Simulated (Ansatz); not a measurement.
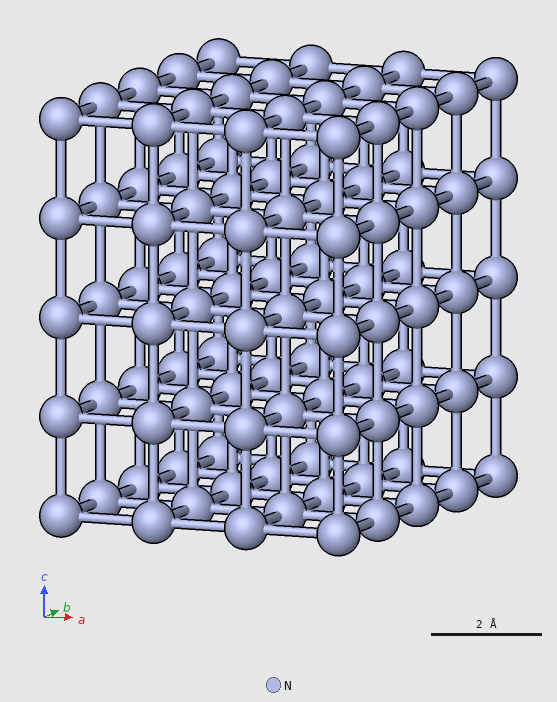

Figure 1. The input geometry (ball-and-stick view of the cell of the calculation, repeated 3 × 4 × 4, seen slightly off an axis). An atom can appear more than once, as a periodic image. Near neighbours in the periodic cell (some may lie outside the picture): N has 6 N at 1.84 Å.

**Geometry relaxation, with input and output: N**

- system: N (1 atom in the cell)
- method: DFT PBEsol, scalar-relativistic, plane waves, PAW, no spin polarisation (Ansatz 0.2.0)

The structure was made by swapping elements on the sites of another compound; it need not be a known phase. It belongs to a series of runs on one base structure; here: P -> N on all its sites, cell and atoms relaxed.

### Input file
```yaml
crystal:
  lattice:
    - [1.8353436138, 0.0, 0.0]
    - [0.0, 1.8353436138, 0.0]
    - [0.0, 0.0, 1.8353444833]
  atoms:
    - { symbol: "N", position: [0.0, 0.0, 0.0] }
basis:
  ecutwfc: 420
kpoints:
  mp_grid: { grid: [22, 22, 22] }
hamiltonian:
  xc: pbesol
scf:
  occupations: { method: gaussian, width: 0.1 }
output:
  forces: true
  stress: true
  eigenvalues: true
relax:
  adjacent_minimum: "off"
  f_tol: 0.01
  max_steps: 60
  cell: { stress_tol: 0.1 }
```

Run as:
```bash
ansatz run input.yaml --threads 1 --pin off --max-ram 2560MiB --backend cpu --events-out ev --progress --plain --runs-dir out
```

### Log
```
Engine: ansatz 0.2.0, x86_64-unknown-linux-gnu
Pseudopotentials: kind: paw
Pseudopotential: N, paw, valence charge 5, recommended cutoff 420 eV (normal), N.paw.azcp
Functional definition: PBEsol
  exchange = pbesol_x
  correlation = pbesol_c
Crystal: 1 atoms, lattice volume = 6.182 Å³
Basis set: ecut = 420 eV, 123 PW (Γ), exchange–correlation on 30×30×30 points (8 copies of the dense FFT grid, shifted against one another)
Bands: 7, of which v1, the nominal top of the filled ones, is band 3 counted from 1 (2 counted from 0)
Symmetry: 48 space group operations
Space group: Pm-3m (ITA 221), of the structure as read, at distance tolerance 1.8e-5 Å
k-points: 364 of 10648
Non-local potential: N, projectors of the file, l = 0: 2, l = 1: 2, l = 2: 1
PAW form: soft (Blöchl's): semilocal exchange-correlation on the pseudo side does not see the compensation charge
PAW frozen core: N, regenerated for the run's functional, and the local potential with it (the file was generated under x = pbe(κ = 0.804, μ = 0.2195149727645171), c = pbe(β = 0.06672455060314922))
PAW one-centre angular grid: N, 110 points (default); XC on 64 Gauss nodes
Initial density: superposition of atomic densities (neutral atoms: chi_scale 0, normalization atom), corrected by the library's trained network
Initial wavefunctions: pseudopotential atomic-orbital guess
Functional: x = pbesol(κ = 0.804, μ = 0.12345679012345678), c = pbesol(β = 0.046)
SCF iter   1: F=—  HF=-375.487181 eV  |F-HF|=—  |Δ(HF+E_count)|=         —  Δρ=1.16e-2  dr2=4.94e-3  ethr=1.77e-3  ⟨swp⟩=5.0  Hψ=18187  notcnv=0
preconditioner: auto → none  [metal: Δε(μ)=0.018 eV  Ē_g=28.151 eV  σ=0.100 eV  W_gap=0.10  n_scr=0 (ndim 8)  ℏωp=33.4 eV  f_vac=0.000  D(μ)=0.43/eV (n_scr^D=6)]
SCF iter   2: F=—  HF=-375.485793 eV  |F-HF|=—  |Δ(HF+E_count)|=   1.39e-3  Δρ=4.12e-3  dr2=6.60e-4  ethr=9.88e-5  ⟨swp⟩=1.0  Hψ=5460  notcnv=0
SCF iter   3: F=—  HF=-375.485761 eV  |F-HF|=—  |Δ(HF+E_count)|=   3.24e-5  Δρ=4.34e-4  dr2=4.40e-6  ethr=1.32e-5  ⟨swp⟩=2.2  Hψ=3212  notcnv=0
SCF iter   4: F=—  HF=-375.485762 eV  |F-HF|=—  |Δ(HF+E_count)|=   1.06e-6  Δρ=2.00e-4  dr2=1.53e-6  ethr=8.80e-8  ⟨swp⟩=2.0  Hψ=3278  notcnv=0
iter 5 did not close the SCF: its close was put off for the readings that it lacked (scf_convergence_deferred on its scf_iter line)
SCF iter   5: F=-375.485761 eV  HF=-375.485761 eV  |F-HF|=2.59e-8  |Δ(HF+E_count)|=   5.66e-7  Δρ=3.45e-5  dr2=4.81e-8  ethr=3.06e-8  ⟨swp⟩=1.9  Hψ=3170  notcnv=0
SCF iter   6: F=-375.485761 eV  HF=-375.485761 eV  |F-HF|=2.23e-10  |Δ(HF+E_count)|=   1.65e-8  Δρ=3.15e-6  dr2=4.14e-10  ethr=9.63e-10  ⟨swp⟩=3.3  Hψ=9552  notcnv=0
SCF 1 converged in 6 iterations: F = -375.485761 eV  dr2 = 4.14e-10
  greatest PAW one-centre occupation: 0.833 electrons in one spin orbital (limit 2), on the N atom at site 0 (counted from 0), in its partial waves of l = 0
relax step   1: F+E_penalty+E_count = -375.48576111 eV  Δ(F+E_penalty+E_count) = +0.000e0 eV  max|allowed force component| = 0.000e0 eV/Å  Δτ_max = 0.0000 Å  P = -2.455 GPa  Ω = 6.182 Å³  (6 SCF iters, dr2 threshold 1.00e-7 eV, accepted)
Crystal: 1 atoms, lattice volume = 6.154 Å³
Initial density: handed on by an earlier stage of this run
Initial wavefunctions: those handed on with the density
iter 1 solved again at ethr=2.53e-7 eV; its pass at ethr=3.10e-3 eV (dr2=1.26e-5 eV) is discarded
SCF iter   1: F=—  HF=-375.486378 eV  |F-HF|=—  |Δ(HF+E_count)|=         —  Δρ=5.36e-4  dr2=1.25e-5  ethr=2.53e-7  ⟨swp⟩=1.1  Hψ=20946  notcnv=0
preconditioner: auto → none  [metal: Δε(μ)=0.021 eV  Ē_g=28.238 eV  σ=0.100 eV  W_gap=0.12  n_scr=0 (ndim 8)  ℏωp=33.5 eV  f_vac=0.000  D(μ)=0.42/eV (n_scr^D=6)]
SCF iter   2: F=—  HF=-375.486373 eV  |F-HF|=—  |Δ(HF+E_count)|=   5.16e-6  Δρ=1.99e-4  dr2=1.57e-6  ethr=2.51e-7  ⟨swp⟩=1.5  Hψ=3022  notcnv=0
SCF iter   3: F=-375.486373 eV  HF=-375.486373 eV  |F-HF|=2.11e-8  |Δ(HF+E_count)|=   1.34e-7  Δρ=4.20e-5  dr2=4.01e-8  ethr=2.00e-9  ⟨swp⟩=2.2  Hψ=8044  notcnv=0
SCF 2 converged in 3 iterations: F = -375.486373 eV  dr2 = 4.01e-8
  greatest PAW one-centre occupation: 0.832 electrons in one spin orbital (limit 2), on the N atom at site 0 (counted from 0), in its partial waves of l = 0
relax step   2: F+E_penalty+E_count = -375.48637332 eV  Δ(F+E_penalty+E_count) = -6.122e-4 eV  max|allowed force component| = 0.000e0 eV/Å  Δτ_max = 0.0000 Å  P = -1.401 GPa  Ω = 6.154 Å³  energy of the carried Pulay correction = +2.664e-4 eV  (3 SCF iters, dr2 threshold 1.00e-7 eV, accepted)
Crystal: 1 atoms, lattice volume = 6.116 Å³
iter 1 solved again at ethr=4.96e-7 eV; its pass at ethr=3.10e-3 eV (dr2=2.48e-5 eV) is discarded
SCF iter   1: F=—  HF=-375.486887 eV  |F-HF|=—  |Δ(HF+E_count)|=         —  Δρ=7.52e-4  dr2=2.46e-5  ethr=4.96e-7  ⟨swp⟩=1.0  Hψ=20911  notcnv=0
preconditioner: auto → none  [metal: Δε(μ)=0.031 eV  Ē_g=28.337 eV  σ=0.100 eV  W_gap=0.17  n_scr=0 (ndim 8)  ℏωp=33.6 eV  f_vac=0.000  D(μ)=0.40/eV (n_scr^D=6)]
SCF iter   2: F=—  HF=-375.486879 eV  |F-HF|=—  |Δ(HF+E_count)|=   8.07e-6  Δρ=2.84e-4  dr2=3.18e-6  ethr=4.92e-7  ⟨swp⟩=1.5  Hψ=2999  notcnv=0
SCF iter   3: F=-375.486880 eV  HF=-375.486880 eV  |F-HF|=4.06e-8  |Δ(HF+E_count)|=   3.03e-7  Δρ=5.86e-5  dr2=7.80e-8  ethr=2.00e-9  ⟨swp⟩=2.4  Hψ=8231  notcnv=0
SCF 3 converged in 3 iterations: F = -375.486880 eV  dr2 = 7.80e-8
relax step   3: F+E_penalty+E_count = -375.48687964 eV  Δ(F+E_penalty+E_count) = -5.063e-4 eV  max|allowed force component| = 0.000e0 eV/Å  Δτ_max = 0.0000 Å  P = +0.115 GPa  Ω = 6.116 Å³  energy of the carried Pulay correction = +6.183e-4 eV  (3 SCF iters, dr2 threshold 1.00e-7 eV, accepted)
Crystal: 1 atoms, lattice volume = 6.119 Å³
iter 1 solved again at ethr=2.68e-9 eV; its pass at ethr=3.10e-3 eV (dr2=1.34e-7 eV) is discarded
SCF iter   1: F=—  HF=-375.486858 eV  |F-HF|=—  |Δ(HF+E_count)|=         —  Δρ=7.08e-5  dr2=1.33e-7  ethr=2.68e-9  ⟨swp⟩=1.0  Hψ=20907  notcnv=0
preconditioner: auto → none  [metal: Δε(μ)=0.031 eV  Ē_g=28.329 eV  σ=0.100 eV  W_gap=0.17  n_scr=0 (ndim 8)  ℏωp=33.6 eV  f_vac=0.000  D(μ)=0.40/eV (n_scr^D=6)]
SCF iter   2: F=-375.486855 eV  HF=-375.486855 eV  |F-HF|=4.22e-9  |Δ(HF+E_count)|=   2.76e-6  Δρ=2.22e-5  dr2=1.17e-8  ethr=6.56e-10  ⟨swp⟩=2.7  Hψ=7991  notcnv=0
SCF 4 converged in 2 iterations: F = -375.486855 eV  dr2 = 1.17e-8
relax step   4: F+E_penalty+E_count = -375.48685536 eV  Δ(F+E_penalty+E_count) = +2.429e-5 eV  max|allowed force component| = 0.000e0 eV/Å  Δτ_max = 0.0000 Å  P = +0.001 GPa  Ω = 6.119 Å³  energy of the carried Pulay correction = +5.931e-4 eV  (2 SCF iters, dr2 threshold 3.28e-8 eV, accepted)
Initial wavefunctions: pseudopotential atomic-orbital guess (no wavefunctions were taken with the density)
iter 1 solved again at ethr=2.20e-7 eV; its pass at ethr=3.10e-3 eV (dr2=1.10e-5 eV) is discarded
SCF iter   1: F=—  HF=-375.486339 eV  |F-HF|=—  |Δ(HF+E_count)|=         —  Δρ=8.96e-5  dr2=9.04e-8  ethr=2.20e-7  ⟨swp⟩=2.1  Hψ=24902  notcnv=0
SCF iter   2: F=—  HF=-375.486337 eV  |F-HF|=—  |Δ(HF+E_count)|=   2.83e-6  Δρ=3.93e-5  dr2=1.25e-8  ethr=1.81e-9  ⟨swp⟩=2.0  Hψ=3412  notcnv=0
SCF iter   3: F=—  HF=-375.486337 eV  |F-HF|=—  |Δ(HF+E_count)|=   1.65e-8  Δρ=6.12e-6  dr2=3.27e-10  ethr=2.49e-10  ⟨swp⟩=2.0  Hψ=3457  notcnv=0
SCF iter   4: F=-375.486337 eV  HF=-375.486337 eV  |F-HF|=5.68e-13  |Δ(HF+E_count)|=  6.38e-10  Δρ=1.86e-7  dr2=5.59e-13  ethr=1.00e-12  ⟨swp⟩=4.0  Hψ=6310  notcnv=0
SCF 5 converged in 4 iterations: F = -375.486337 eV  dr2 = 5.59e-13
relax step   5: F+E_penalty+E_count = -375.48633655 eV  Δ(F+E_penalty+E_count) = +5.188e-4 eV  max|allowed force component| = 0.000e0 eV/Å  Δτ_max = 0.0000 Å  P = -0.085 GPa  Ω = 6.119 Å³  stress off target by 8.54e-2 GPa  SCF on the basis re-selected at this cell (its energy is not comparable with the rows above)  (4 SCF iters)
```

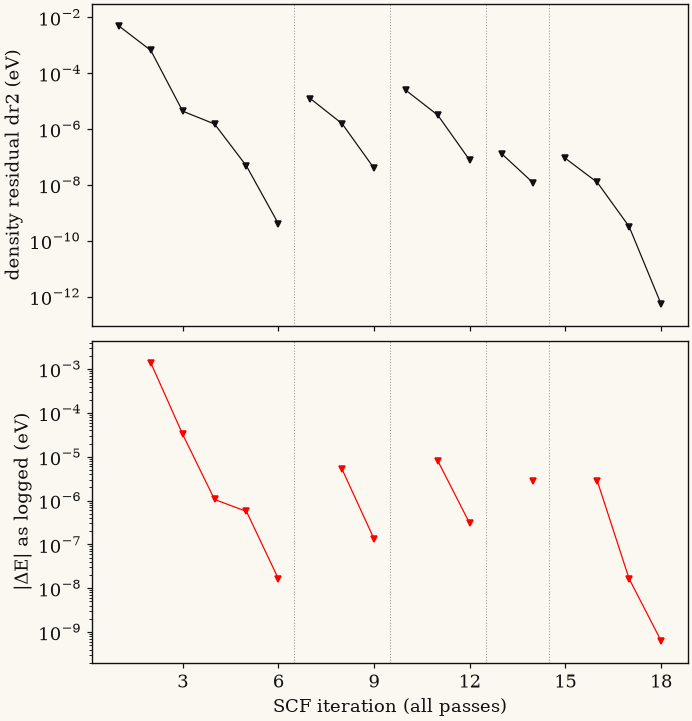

Figure 2. Convergence of the self-consistent field: density residual dr2 and size of the energy change against the SCF iteration. The dotted lines part the SCF passes of the relaxation: geometry steps, rejected trials and re-solves on a re-selected basis. The 5 passes take 2 to 6 iterations each, 18 in all.

```
basis re-selected at this cell: Δ(F+E_penalty+E_count) = +5.188e-4 eV, ΔP = -0.086 GPa vs the last step (what re-selecting the basis moved, of the pressure what is left beyond the Pulay correction that the steps carried, after the strain that the cell walked since its last selection, with what the two solves' SCF thresholds leave and, on support functions, any second-order correction that the steps lacked; it is no measure of the basis error at this ecutwfc). This SCF's stress stands 8.54e-2 GPa from its target on what of the cell is left free (relax.cell.stress_tol is 1.00e-1 GPa) and its largest allowed force component is 0.00e0 eV/Å (relax.f_tol is 1.00e-2 eV/Å): within both
SCF converged after 4 iterations
Free energy (F): -375.486337 eV
Harris-Foulkes:  -375.486337 eV  (|F-HF|=5.68e-13)
Internal energy: -375.484338 eV  (E = F + TS)
E sigma→0 (E₀):  -375.485337 eV
Entropy (-TS):   -0.001998 eV (-1.998 meV/atom)
Fermi energy:    12.015549 eV
--- Per-component energies (eV) ---
  E_band       = 14.594262
  E_kinetic    = 124.095575
  E_local      = -111.562519  (includes V_loc(G=0)·N_el)
  E_nonlocal   = 46.819634
  E_hartree    = 23.478818
  E_xc         = -58.460073
  E_vxc        = -74.620372  (∫ρ·V_xc dr)
  E_paw        = -120.665027  (= ΣΔE_a)
  E_vpaw       = -17.095768  (= ΣTr[D̂ρ^β])
  E_aug_tail   = 0.000079  (compensation charges beyond the density's cutoff)
  E_ewald      = -279.218925
  E_core_change = 0.028099  (= ΣΔE_core)
  E_smearing   = -0.001998  (= −TS)
  E_closure    = 0.000000  (closes the sum)
  Σ components = -375.486337   (vs F -375.486337, Δ=0.00e0)
--- Forces (eV/Å), atoms counted from 1 ---
  atom   1  N      0.00000000    -0.00000000    -0.00000000
  max |Σ_I F_I| component: 1.28e-33 eV/Å
--- Stress (GPa, compression-positive) ---
       -0.085447       0.000000      -0.000000
        0.000000      -0.085447       0.000000
       -0.000000       0.000000      -0.085447
  P = ⅓ Tr σ = -0.0854 GPa (-0.854 kbar)
--- Band table (eV; the first three rows and the last of 364) ---
  k-point 0: bands = ["-11.4803", "16.3547", "16.3547", "16.3547", "35.3012", "38.0194", "38.0194"]
  k-point 1: bands = ["-11.4064", "15.9654", "16.3915", "16.3915", "35.3549", "38.1033", "38.3914"]
  k-point 2: bands = ["-11.1851", "14.8941", "16.5014", "16.5014", "35.4864", "38.3546", "39.4259"]
  k-point 363: bands = ["8.4717", "8.5146", "8.5146", "8.5146", "30.6008", "30.6008", "30.6008"]
--- Relaxed structure (4 steps of the walk, 4 accepted, 1 SCFs on fresh bases) ---
  F+E_penalty+E_count = -375.48633655 eV   max|allowed force component| = 0.000e0 eV/Å   (the final SCF, on the basis selected at the relaxed cell)
  cell:  # Å, volume = 6.1188 Å³
    - [1.829034234615722, -9.529340870666012e-35, 3.109574389375224e-35]
    - [-3.109574389375224e-35, 1.829034234615722, 0.0]
    - [3.109574389375224e-35, 0.0, 1.829034234615722]
  atoms:
    - { symbol: N, position: [0.0, 0.0, 0.0] }
```

### Trajectory as extended XYZ (Å, eV, eV/Å), 5 frames, from step=1 to step=5
```
1
Lattice="1.8353 0.0000 0.0000 0.0000 1.8353 0.0000 0.0000 0.0000 1.8353" Properties=species:S:1:pos:R:3:forces:R:3 step=1 energy=-375.48576 pressure_GPa=-2.46
N     0.0000    0.0000    0.0000    0.0000   0.0000   0.0000
1
Lattice="1.8325 0.0000 0.0000 0.0000 1.8325 0.0000 0.0000 0.0000 1.8325" Properties=species:S:1:pos:R:3:forces:R:3 step=2 energy=-375.48637 pressure_GPa=-1.40
N     0.0000    0.0000    0.0000    0.0000   0.0000   0.0000
1
Lattice="1.8288 0.0000 0.0000 0.0000 1.8288 0.0000 0.0000 0.0000 1.8288" Properties=species:S:1:pos:R:3:forces:R:3 step=3 energy=-375.48688 pressure_GPa=0.11
N     0.0000    0.0000    0.0000    0.0000   0.0000   0.0000
1
Lattice="1.8290 0.0000 0.0000 0.0000 1.8290 0.0000 0.0000 0.0000 1.8290" Properties=species:S:1:pos:R:3:forces:R:3 step=4 energy=-375.48685 pressure_GPa=0.00
N     0.0000    0.0000    0.0000    0.0000   0.0000   0.0000
1
Lattice="1.8290 0.0000 0.0000 0.0000 1.8290 0.0000 0.0000 0.0000 1.8290" Properties=species:S:1:pos:R:3:forces:R:3 step=5 energy=-375.48634 pressure_GPa=-0.09
N     0.0000    0.0000    0.0000    0.0000   0.0000   0.0000
```

### Key numbers

```csv
quantity,value
outcome,converged
space group (tolerance 0.01 Å),Pm-3m (221)
electrons treated,5
free energy,−375.4863 eV
Fermi energy,12.016 eV
gap on the k-point mesh,none (metallic)
pressure,−0.09 GPa
final volume,6.12 Å³
largest force (length of the vector) at the end,under 0.001 eV/Å
final cell,"a = 1.829 Å, b = 1.829 Å, c = 1.829 Å, α = 90.00°, β = 90.00°, γ = 90.00°"
hardware,"1 thread of Intel Xeon @ 2.70GHz, 189 GiB of memory available, shared host"
wall time,8.6 s
peak memory,0.31 GiB
```

### Notes

The cell holds an odd number of electrons but the run has no spin polarisation, so a band is left half filled.
